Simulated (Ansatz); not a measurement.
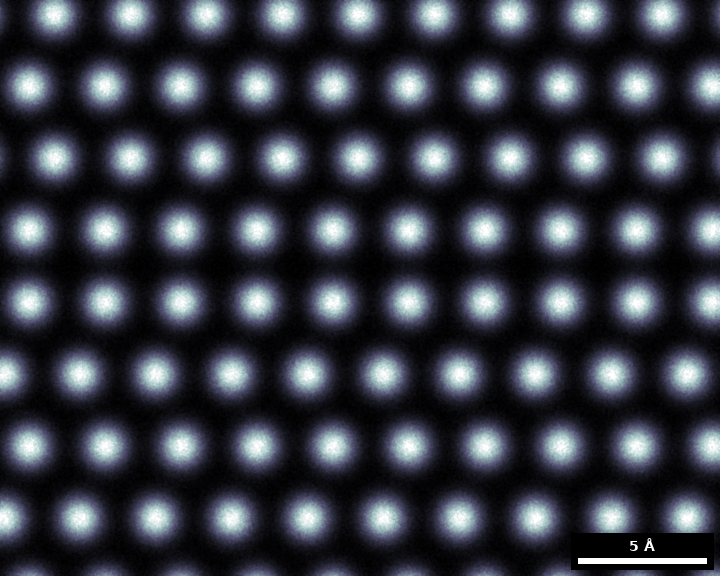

Z-contrast image of Pb (P6_3/mmc, No. 194) along [100]. The image is simulated as a sum over atoms of Z^1.7, blurred by a 1.30 Å probe (no channelling). The probe carries 15 % of its weight in a tail 2.5 times as wide. Shot noise was added.

One planar defect was built into the perfect crystal by geometry alone, without relaxation. Host structure: the geometry relaxed with Ansatz 0.2.0, DFT, LDA (PW92), plane waves (420 eV) with PAW, scalar-relativistic; the starting structure was generated, so it need not be a known form of this composition.

Find the planar defect and say what kind it is.

Answer. A planar fault (a stacking fault) runs horizontally about 10 Å below the top edge. The part above it is shifted along the boundary by 1/3 of the 2.98 Å repeat of the rows (1.0 Å to the right, the same as 2.0 Å to the left); both parts keep the same orientation.
